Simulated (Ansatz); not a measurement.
Run report: Si₁₂HO₂₄ (charge +1), geometry relaxation (part 3 of 3)

Continued. System: Si₁₂HO₂₄ (defect cell, 37 atoms in the cell, total charge +1). Method: DFT PBEsol, scalar-relativistic, plane waves, PAW, PAW set soft_1, no spin polarisation (Ansatz 0.2.0); cutoff 420 eV, 2×2×1 k-mesh, Gaussian smearing of 0.05 eV. The structure derives from an entry of the Crystallography Open Database. It belongs to a series of runs on one base structure; here: end point A relaxed.

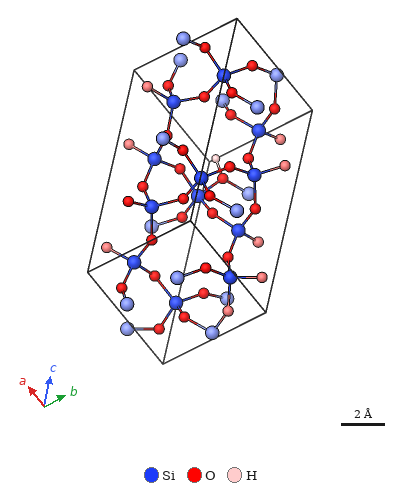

The geometry at step 11 of the log (ball-and-stick view of the cell of the calculation, seen at an oblique angle; neighbours outside the cell are drawn fainter).

## Trajectory as extended XYZ, continued
```
37
Lattice="-2.4605 4.2617 5.4163 4.9210 0.0000 5.4163 4.9210 8.5234 0.0000" Properties=species:S:1:pos:R:3:forces:R:3 step=7 energy=-20979.60447
Si    7.2188    8.4675    4.5237    0.0377  -0.0722   0.0494
Si    3.7435    1.8935    6.3395    0.2865   0.0963   0.1015
Si    1.2588    2.1092    2.7232   -0.1416  -0.1780  -0.1809
O     6.2459    9.6437    3.9922    0.0218   0.2083   0.0464
O     0.1970    1.2276    1.7066    0.0652   1.3743  -0.0565
O     0.8184    4.8048    5.5269    0.1562   0.0559  -0.1094
O     0.6501    3.5410    3.1488   -0.1560  -0.0487   0.0587
O     2.6561    2.3452    1.9773    0.0276  -0.1238   0.0132
O     3.7518   11.6823    5.0631    0.0285  -0.1405  -0.0376
Si    4.8948    4.2495    4.5335   -0.0876  -0.0320   0.0335
Si    6.2884    6.2274    6.3366   -0.0259  -0.0151   0.0537
Si    3.7524    6.6789    2.8201   -0.0264  -0.2286   0.0638
O     4.0180    5.4902    3.8968    0.1325   0.1538  -0.1605
O     2.8424    6.1008    1.6112   -0.1137   0.1369   0.1475
O     3.0105    9.2765    5.8769   -0.1771   0.1712   0.0570
O     3.2336    8.0404    3.5063    0.0260  -0.1029   0.0879
O     5.1467    7.3157    2.0020   -0.0010  -1.0959   0.1119
O     1.2696    7.3854    5.1338    0.0342   0.0692   0.1170
Si   -0.1798    4.2438    4.3713    0.0036   0.0711   0.0540
Si    1.2718    6.1955    6.2413   -0.0542  -0.0158  -0.0471
Si    3.7574    6.5302    8.0469    0.0156   0.0128   0.0524
O     3.7867    5.4108    9.2240    0.0642   0.0066  -0.0752
O     2.7498    6.0180    6.8767   -0.0321   0.0925   0.0455
O     5.8475    4.7930    5.7285    0.0117  -0.0027  -0.0534
O     3.2801    7.9340    8.6994   -0.1033  -0.0617   0.0399
O     5.2499    6.7554    7.4607   -0.0103  -0.0850  -0.0860
O     4.0168    3.0379    5.2224    0.1145   0.0119   0.0856
Si    2.1834    8.6132    4.6240    0.0365  -0.0224  -0.0678
Si    3.6814   10.6789    6.3132    0.1584  -0.0497  -0.0482
Si    6.1930   10.8277    8.1260    0.0550   0.0268  -0.0280
O     6.1842    9.7325    9.3210    0.0738  -0.0367   0.0215
O     5.1062   10.3819    6.9976   -0.0758  -0.0160  -0.0170
O     8.1319    9.0371    5.7271   -0.1124  -0.0740  -0.0675
O     5.7151   12.2557    8.7226    0.0135   0.0276  -0.0129
O     2.7620    2.4742    7.4868   -0.2096  -0.0684  -0.0685
O     6.2952    7.2798    5.0984    0.0790  -0.0286  -0.0524
H     5.1341    8.4712    1.8659   -0.1154  -0.0164  -0.0722
37
Lattice="-2.4605 4.2617 5.4163 4.9210 0.0000 5.4163 4.9210 8.5234 0.0000" Properties=species:S:1:pos:R:3:forces:R:3 step=8 energy=-20979.68250
Si    7.2199    8.4742    4.5220   -0.0212  -0.0358   0.0088
Si    3.7444    1.9086    6.3370    0.0998   0.0433   0.0672
Si    1.2573    2.1224    2.7204   -0.0206  -0.1338  -0.0189
O     6.2468    9.6534    3.9886    0.0366   0.1208   0.0221
O     0.1997    1.2752    1.6969    0.0085   0.4078  -0.0590
O     0.8212    4.8101    5.5281    0.1140   0.0113  -0.0936
O     0.6496    3.5491    3.1546   -0.1157   0.0047   0.0309
O     2.6564    2.3511    1.9788    0.0524  -0.0907   0.0235
O     3.7600   11.6717    5.0660    0.0082  -0.1017   0.0131
Si    4.8930    4.2513    4.5348    0.0030  -0.0496   0.0430
Si    6.2844    6.2300    6.3384   -0.0520   0.0124   0.0025
Si    3.7522    6.6649    2.8222   -0.1743  -0.1966   0.0281
O     4.0184    5.4849    3.8963    0.0891   0.1039  -0.0912
O     2.8320    6.0972    1.6192   -0.0627   0.1143   0.1154
O     3.0130    9.2676    5.8739   -0.1475   0.0972   0.0768
O     3.2381    8.0246    3.5116    0.0901  -0.0378   0.0152
O     5.1490    7.2736    2.0034   -0.0174   0.0781   0.0090
O     1.2709    7.3887    5.1385   -0.0056   0.0552   0.0761
Si   -0.1792    4.2438    4.3780   -0.0046   0.0960   0.0625
Si    1.2701    6.1999    6.2446   -0.0458  -0.0223  -0.0450
Si    3.7538    6.5285    8.0518    0.0223  -0.0213   0.0388
O     3.7870    5.4086    9.2274    0.0247  -0.0041  -0.0369
O     2.7450    6.0219    6.8824    0.0000   0.0544   0.0362
O     5.8443    4.7978    5.7273    0.0412  -0.0036  -0.0397
O     3.2757    7.9295    8.7042   -0.0627  -0.0128   0.0142
O     5.2432    6.7526    7.4608    0.0106  -0.0433  -0.0828
O     4.0160    3.0477    5.2228    0.0266   0.0301   0.0297
Si    2.1896    8.6073    4.6216   -0.0499  -0.0122  -0.0826
Si    3.6874   10.6620    6.3125    0.2301  -0.0289  -0.1822
Si    6.1932   10.8256    8.1239    0.0072   0.0590   0.0604
O     6.1937    9.7292    9.3187    0.0736  -0.0141  -0.0028
O     5.1102   10.3711    6.9966   -0.0384  -0.0369   0.0145
O     8.1333    9.0502    5.7213   -0.0255  -0.0447   0.0061
O     5.7127   12.2550    8.7201   -0.0001  -0.0214  -0.0195
O     2.7546    2.4806    7.4804   -0.1209  -0.0481  -0.0765
O     6.2989    7.2848    5.1002    0.0791  -0.0271  -0.0154
H     5.1276    8.4556    1.8468   -0.0525  -0.3022   0.0522
37
Lattice="-2.4605 4.2617 5.4163 4.9210 0.0000 5.4163 4.9210 8.5234 0.0000" Properties=species:S:1:pos:R:3:forces:R:3 step=9 energy=-20979.67784 accepted=F
Si    7.2488    8.4726    4.5077   -0.0101  -0.0983  -0.1081
Si    3.7720    1.8895    6.3139   -0.1789   0.3786   0.0978
Si    1.2450    2.0962    2.7694    0.0191   0.1317  -0.0903
O     6.2427    9.6673    4.0692   -0.0566   0.0057   0.0334
O     0.1803    1.3141    1.7436    0.0066   0.0110  -0.1398
O     0.8686    4.8766    5.4211   -0.2332   0.0282  -0.0021
O     0.6363    3.5343    3.1561   -0.0681   0.0437   0.0488
O     2.6741    2.2275    2.0600   -0.1449   0.1436  -0.1180
O     3.7745   11.6981    5.1048    0.0225   0.0508  -0.0783
Si    4.9699    4.2292    4.5278   -0.1295  -0.0363  -0.2073
Si    6.3125    6.1910    6.2952    0.0933   0.1334   0.0576
Si    3.7332    6.6649    2.8916    0.2574  -0.2306   0.0309
O     4.1096    5.5010    3.9381   -0.0632  -0.0863   0.0235
O     2.8010    6.1304    1.6975   -0.1096   0.0122   0.1099
O     2.8955    9.3187    5.9567    0.1091   0.0049  -0.2481
O     3.2647    8.0041    3.6514   -0.1856  -0.0317  -0.0578
O     5.1273    7.2710    2.0430   -0.0067   0.5827  -0.0684
O     1.1425    7.5128    5.2285    0.0991  -0.1050  -0.2115
Si   -0.1911    4.2601    4.3592    0.2669   0.0568  -0.1182
Si    1.2226    6.2389    6.2319    0.2871  -0.2082   0.2120
Si    3.7349    6.5182    7.9905   -0.0862   0.0868  -0.2765
O     3.7694    5.3904    9.1540   -0.0268  -0.0680   0.1433
O     2.7174    6.0522    6.8191   -0.0311   0.0304  -0.0429
O     6.0134    4.7274    5.6662   -0.2390   0.1664   0.1255
O     3.2709    7.9234    8.6397    0.0725  -0.1187   0.1170
O     5.1948    6.7226    7.3297    0.0645  -0.0835   0.0738
O     4.0777    3.0451    5.2207    0.0564  -0.0686   0.0417
Si    2.1506    8.6386    4.6643   -0.0562   0.2172   0.2433
Si    3.6733   10.6706    6.3272   -0.1059  -0.1411   0.2858
Si    6.1773   10.8543    8.0986   -0.0496  -0.1151  -0.1483
O     6.2398    9.7935    9.3188    0.0814  -0.0688  -0.0337
O     5.0537   10.3123    7.0488    0.0609   0.0797  -0.0736
O     8.2006    9.0087    5.6956    0.0981   0.0922   0.0126
O     5.6831   12.3040    8.6361    0.0724  -0.0757   0.1028
O     2.6882    2.4825    7.3618    0.1000  -0.0493   0.0199
O     6.3871    7.2216    5.0386    0.0175   0.0081   0.1528
H     5.1013    8.3866    1.8957   -0.0034  -0.6787   0.0904
37
Lattice="-2.4605 4.2617 5.4163 4.9210 0.0000 5.4163 4.9210 8.5234 0.0000" Properties=species:S:1:pos:R:3:forces:R:3 step=10 energy=-20979.77210
Si    7.2283    8.4845    4.5188    0.0063   0.0435   0.0152
Si    3.7563    1.9163    6.3367    0.0935  -0.0248   0.0853
Si    1.2501    2.1219    2.7234   -0.0472  -0.0982  -0.0515
O     6.2451    9.6666    4.0061    0.0208   0.0513   0.0118
O     0.2004    1.3096    1.6960   -0.0224   0.3699  -0.0402
O     0.8406    4.8245    5.4975    0.0461   0.0041  -0.0395
O     0.6455    3.5533    3.1483   -0.0572   0.0467   0.0519
O     2.6622    2.3187    1.9968    0.0631  -0.0042   0.0120
O     3.7747   11.6718    5.0714   -0.0367  -0.0885   0.0709
Si    4.9093    4.2468    4.5358    0.0288  -0.1148   0.0661
Si    6.2852    6.2294    6.3304   -0.0571   0.0117  -0.0652
Si    3.7402    6.6543    2.8427   -0.2219  -0.1141   0.0791
O     4.0407    5.4861    3.9069    0.0257   0.0823  -0.0726
O     2.8130    6.1032    1.6479    0.0191   0.0577   0.0655
O     2.9839    9.2782    5.8922   -0.0618   0.0700   0.0688
O     3.2448    8.0106    3.5484    0.0925  -0.0010  -0.0443
O     5.1379    7.2628    2.0040   -0.0134   0.0783   0.0884
O     1.2394    7.4181    5.1592    0.0173   0.0351  -0.0006
Si   -0.1768    4.2496    4.3707    0.0533   0.0754  -0.0115
Si    1.2612    6.2067    6.2415   -0.0332  -0.0275   0.0200
Si    3.7470    6.5281    8.0400   -0.0227  -0.0590   0.0067
O     3.7842    5.4047    9.2114   -0.0107   0.0176  -0.0034
O     2.7394    6.0319    6.8685    0.0305   0.0279   0.0065
O     5.8781    4.7905    5.7145    0.0173   0.0215  -0.0164
O     3.2713    7.9278    8.6925   -0.0073  -0.0056   0.0110
O     5.2266    6.7520    7.4309    0.0371   0.0012  -0.0232
O     4.0293    3.0554    5.2257   -0.0242   0.0743  -0.0561
Si    2.1808    8.6133    4.6307   -0.1068  -0.0218  -0.0072
Si    3.6929   10.6565    6.3098    0.2602  -0.0457  -0.2589
Si    6.1905   10.8333    8.1197    0.0350   0.1042   0.0266
O     6.2099    9.7455    9.3192    0.0384  -0.0321  -0.0010
O     5.1001   10.3520    7.0101   -0.0817  -0.0171   0.0059
O     8.1513    9.0530    5.7148   -0.0348  -0.0475  -0.0198
O     5.7051   12.2679    8.7009   -0.0110  -0.0508  -0.0034
O     2.7358    2.4883    7.4531   -0.0690  -0.0267  -0.0254
O     6.3236    7.2785    5.0884    0.0407  -0.0370   0.0352
H     5.1156    8.3583    1.8670   -0.0065  -0.3563   0.0136
37
Lattice="-2.4605 4.2617 5.4163 4.9210 0.0000 5.4163 4.9210 8.5234 0.0000" Properties=species:S:1:pos:R:3:forces:R:3 step=11 energy=-20979.80863
Si    7.2309    8.4938    4.5193   -0.0163   0.0804   0.0030
Si    3.7612    1.9256    6.3384    0.0367  -0.0360   0.0236
Si    1.2465    2.1285    2.7222   -0.0149  -0.0049  -0.0318
O     6.2447    9.6774    4.0125    0.0058   0.0135  -0.0210
O     0.2018    1.3541    1.6888    0.0072   0.2877  -0.0415
O     0.8529    4.8326    5.4858    0.0037   0.0006   0.0128
O     0.6457    3.5632    3.1498    0.0373   0.0269   0.0319
O     2.6700    2.3078    2.0076    0.0189   0.0311   0.0458
O     3.7866   11.6693    5.0732   -0.0479   0.0522  -0.0139
Si    4.9149    4.2425    4.5371    0.0050  -0.0495   0.0109
Si    6.2822    6.2308    6.3243   -0.0343  -0.0089  -0.0335
Si    3.7257    6.6447    2.8533   -0.1334  -0.0573   0.0848
O     4.0478    5.4859    3.9094    0.0490  -0.0329   0.0137
O     2.7997    6.1066    1.6618    0.0110  -0.0045  -0.0417
O     2.9708    9.2839    5.8974   -0.0349   0.0024   0.0170
O     3.2486    8.0027    3.5620    0.0390   0.0804  -0.0156
O     5.1352    7.2481    2.0061    0.0250  -0.9926   0.1857
O     1.2265    7.4311    5.1689    0.0134  -0.0260  -0.0112
Si   -0.1729    4.2565    4.3707    0.0820   0.0368  -0.0634
Si    1.2593    6.2101    6.2431   -0.0119   0.0156   0.0488
Si    3.7446    6.5261    8.0377   -0.0049  -0.0140  -0.0446
O     3.7835    5.4045    9.2079   -0.0382  -0.0009   0.0548
O     2.7395    6.0368    6.8645    0.0096  -0.0024  -0.0451
O     5.8909    4.7896    5.7071    0.0092   0.0129  -0.0054
O     3.2690    7.9246    8.6898    0.0254   0.0207   0.0023
O     5.2195    6.7519    7.4181   -0.0009   0.0242   0.0338
O     4.0278    3.0637    5.2237   -0.1070   0.0400  -0.0615
Si    2.1749    8.6144    4.6321   -0.0343  -0.0150   0.0404
Si    3.7067   10.6486    6.2981    0.1005  -0.1285  -0.1081
Si    6.1885   10.8393    8.1193    0.0270   0.0472  -0.0069
O     6.2178    9.7512    9.3178   -0.0094  -0.0033  -0.0230
O     5.0982   10.3409    7.0146   -0.0079  -0.0137   0.0607
O     8.1580    9.0572    5.7131    0.0093   0.0136   0.0186
O     5.6985   12.2723    8.6951   -0.0248  -0.0271   0.0029
O     2.7230    2.4943    7.4410   -0.0024   0.0018  -0.0250
O     6.3351    7.2782    5.0853    0.0187   0.0131   0.0013
H     5.1099    8.2614    1.8754   -0.0102   0.6168  -0.0999
37
Lattice="-2.4605 4.2617 5.4163 4.9210 0.0000 5.4163 4.9210 8.5234 0.0000" Properties=species:S:1:pos:R:3:forces:R:3 step=13 energy=-20979.85459 accepted=F
Si    7.2141    8.5170    4.5322    0.0071   0.0261  -0.1548
Si    3.7563    1.9586    6.3359   -0.0393   0.0993  -0.0607
Si    1.2674    2.1979    2.7207    0.2716   0.0031   0.0423
O     6.2425    9.6930    3.9772   -0.0026  -0.0378   0.0166
O     0.2437    1.4967    1.6385   -0.0378  -0.0965  -0.0483
O     0.8017    4.8412    5.5915   -0.0608  -0.1442  -0.1059
O     0.7088    3.6281    3.2155   -0.0563   0.0770   0.0506
O     2.7231    2.4006    2.0587   -0.0591  -0.0369  -0.0025
O     3.8000   11.6512    5.0743   -0.0825   0.0287   0.0423
Si    4.8565    4.2407    4.5198    0.0575  -0.1201   0.1022
Si    6.2475    6.2372    6.3136   -0.0992  -0.0647   0.0203
Si    3.6908    6.6085    2.8053   -0.2904  -0.3769   0.0880
O     3.9777    5.4628    3.8854   -0.0373   0.1835  -0.1389
O     2.7914    6.0679    1.5898    0.1884   0.0936   0.1571
O     3.0467    9.2161    5.8393    0.0688   0.2175   0.0843
O     3.2278    7.9939    3.4707    0.1679  -0.0679  -0.1457
O     5.1509    7.1295    1.9982    0.0007   0.1258   0.0427
O     1.2616    7.3950    5.1487    0.0645   0.0338  -0.0344
Si   -0.1658    4.2751    4.4196    0.0845   0.1578  -0.0857
Si    1.2754    6.2262    6.2835   -0.0580   0.1561   0.0791
Si    3.7511    6.5246    8.0690    0.0134   0.0571  -0.1074
O     3.7771    5.4153    9.2510    0.0381  -0.0985   0.0936
O     2.7644    6.0317    6.8785    0.0375  -0.0014   0.0327
O     5.8139    4.8087    5.6965   -0.0158   0.0080  -0.0106
O     3.2655    7.9301    8.7035   -0.0372   0.0040  -0.0026
O     5.2353    6.7483    7.4635    0.0117   0.0026  -0.0018
O     3.9304    3.0812    5.1829    0.0146   0.0589  -0.0598
Si    2.1954    8.5828    4.5901   -0.1533   0.0206   0.2349
Si    3.7513   10.5947    6.2685    0.1840  -0.5929  -0.1105
Si    6.2003   10.8393    8.1323    0.0083  -0.0625   0.0912
O     6.2272    9.7421    9.3293   -0.0126   0.0823  -0.1034
O     5.1371   10.3113    7.0123   -0.1652   0.0532  -0.0842
O     8.1505    9.0803    5.7235    0.0427  -0.0069   0.0705
O     5.6780   12.2537    8.7163   -0.0658   0.0657   0.0764
O     2.7372    2.5158    7.4664   -0.0016  -0.0256  -0.0118
O     6.2948    7.3187    5.1067   -0.0049   0.0571  -0.0600
H     5.1360    8.1345    1.8636    0.0186   0.1208   0.0045
37
Lattice="-2.4605 4.2617 5.4163 4.9210 0.0000 5.4163 4.9210 8.5234 0.0000" Properties=species:S:1:pos:R:3:forces:R:3 step=14 energy=-20979.86532
Si    7.2211    8.5186    4.5251   -0.0053  -0.0006   0.0179
Si    3.7574    1.9599    6.3299    0.0191  -0.0345   0.0122
Si    1.2706    2.1953    2.7228   -0.0209   0.0127   0.0045
O     6.2449    9.6956    3.9828   -0.0114   0.0000  -0.0170
O     0.2432    1.4911    1.6388   -0.0158  -0.0048   0.0153
O     0.8100    4.8367    5.5769   -0.0109   0.0207   0.0183
O     0.7010    3.6260    3.2097   -0.0012  -0.0074   0.0044
O     2.7199    2.3912    2.0555    0.0086   0.0093   0.0027
O     3.7925   11.6560    5.0833    0.0039  -0.0184   0.0034
Si    4.8691    4.2351    4.5237   -0.0134   0.0135  -0.0204
Si    6.2500    6.2393    6.3099    0.0104   0.0034   0.0002
Si    3.6880    6.6006    2.8212    0.0311   0.0450  -0.0081
O     3.9867    5.4591    3.8926   -0.0064  -0.0044   0.0073
O     2.7883    6.0801    1.6055   -0.0027  -0.0174  -0.0277
O     3.0190    9.2235    5.8564    0.0076  -0.0169  -0.0040
O     3.2427    7.9886    3.4962   -0.0322   0.0213   0.0068
O     5.1530    7.1361    2.0113   -0.0029   0.0681  -0.0085
O     1.2502    7.3983    5.1489    0.0057   0.0004  -0.0125
Si   -0.1694    4.2750    4.4151    0.0057  -0.0109  -0.0037
Si    1.2697    6.2256    6.2789    0.0096  -0.0199   0.0005
Si    3.7501    6.5258    8.0593   -0.0058  -0.0050   0.0155
O     3.7786    5.4170    9.2466    0.0027   0.0087  -0.0098
O     2.7596    6.0319    6.8745    0.0044   0.0053  -0.0069
O     5.8275    4.8049    5.6976   -0.0045   0.0014   0.0035
O     3.2649    7.9298    8.6972    0.0089  -0.0047  -0.0006
O     5.2301    6.7556    7.4491   -0.0007  -0.0081   0.0061
O     3.9352    3.0805    5.1756    0.0041  -0.0095   0.0163
Si    2.1866    8.5845    4.5986    0.0119  -0.0023  -0.0227
Si    3.7476   10.5839    6.2697   -0.0087   0.0769   0.0087
Si    6.1973   10.8391    8.1258    0.0035   0.0151  -0.0040
O     6.2297    9.7423    9.3183    0.0056  -0.0134   0.0137
O     5.1309   10.3075    7.0095    0.0063  -0.0075   0.0009
O     8.1563    9.0774    5.7217   -0.0009   0.0018  -0.0154
O     5.6780   12.2582    8.7068    0.0043  -0.0130  -0.0058
O     2.7301    2.5168    7.4521    0.0129  -0.0035   0.0067
O     6.3043    7.3158    5.0965   -0.0028  -0.0129   0.0145
H     5.1490    8.1477    1.8890   -0.0197  -0.0881  -0.0122
37
Lattice="-2.4605 4.2617 5.4163 4.9210 0.0000 5.4163 4.9210 8.5234 0.0000" Properties=species:S:1:pos:R:3:forces:R:3 step=15 energy=-20979.86658
Si    7.2178    8.5183    4.5262    0.0023  -0.0006   0.0053
Si    3.7573    1.9595    6.3321   -0.0028  -0.0024  -0.0135
Si    1.2714    2.1963    2.7223    0.0034   0.0002   0.0012
O     6.2423    9.6940    3.9803   -0.0041   0.0052  -0.0063
O     0.2438    1.4926    1.6382   -0.0018  -0.0023   0.0059
O     0.8068    4.8372    5.5831    0.0019   0.0056   0.0004
O     0.7049    3.6275    3.2113    0.0002  -0.0013   0.0023
O     2.7223    2.3945    2.0571   -0.0012   0.0014   0.0015
O     3.7969   11.6531    5.0812   -0.0009   0.0074  -0.0088
Si    4.8639    4.2370    4.5230    0.0008  -0.0025  -0.0037
Si    6.2491    6.2383    6.3117    0.0043   0.0036   0.0000
Si    3.6868    6.6030    2.8157    0.0080   0.0016  -0.0083
O     3.9842    5.4621    3.8892   -0.0002   0.0020   0.0024
O     2.7915    6.0761    1.5984   -0.0026  -0.0018  -0.0020
O     3.0280    9.2208    5.8523   -0.0012  -0.0107  -0.0048
O     3.2369    7.9924    3.4849   -0.0031  -0.0021  -0.0035
O     5.1512    7.1372    2.0049   -0.0012  -0.0060   0.0048
O     1.2565    7.3956    5.1478    0.0021   0.0000  -0.0039
Si   -0.1665    4.2751    4.4163   -0.0113   0.0031   0.0069
Si    1.2723    6.2259    6.2812    0.0042  -0.0007   0.0009
Si    3.7514    6.5255    8.0629   -0.0019  -0.0006   0.0055
O     3.7789    5.4160    9.2490    0.0043  -0.0024   0.0002
O     2.7630    6.0327    6.8756   -0.0009  -0.0006  -0.0009
O     5.8211    4.8066    5.6981    0.0004   0.0006  -0.0005
O     3.2639    7.9292    8.7000   -0.0014  -0.0019  -0.0002
O     5.2340    6.7520    7.4569   -0.0007   0.0015   0.0018
O     3.9319    3.0825    5.1789   -0.0018  -0.0002   0.0018
Si    2.1893    8.5844    4.5968   -0.0030   0.0031   0.0142
Si    3.7501   10.5844    6.2692    0.0121  -0.0036  -0.0004
Si    6.1979   10.8382    8.1298   -0.0026   0.0034  -0.0053
O     6.2279    9.7437    9.3249    0.0024  -0.0039  -0.0038
O     5.1319   10.3073    7.0124    0.0001  -0.0023   0.0012
O     8.1554    9.0790    5.7200    0.0048   0.0017   0.0038
O     5.6761   12.2564    8.7093    0.0000   0.0039   0.0026
O     2.7323    2.5133    7.4584    0.0014  -0.0023   0.0017
O     6.3001    7.3179    5.1011   -0.0036  -0.0002  -0.0003
H     5.1412    8.1447    1.8717   -0.0062   0.0041   0.0018
```

## Results in brief

| quantity | value |
| --- | --- |
| outcome | converged |
| electrons treated | 192 |
| free energy | −20979.8666 eV |
| Fermi energy | 5.276 eV |
| final volume | 454.36 Å³ |
| largest force (length of the vector) at the end | 0.015 eV/Å |
| wall time | 97 s (CPU time 3.2 min) |
| peak memory | 0.96 GiB |

## Remarks

The program warns: the PAW datasets were made with another functional. The cell is charged and computed with a neutralising background, so its energy and pressure depend on the cell and aren't those of a real crystal. The k-point mesh is coarse for a cell of this size, so the results may not be converged.
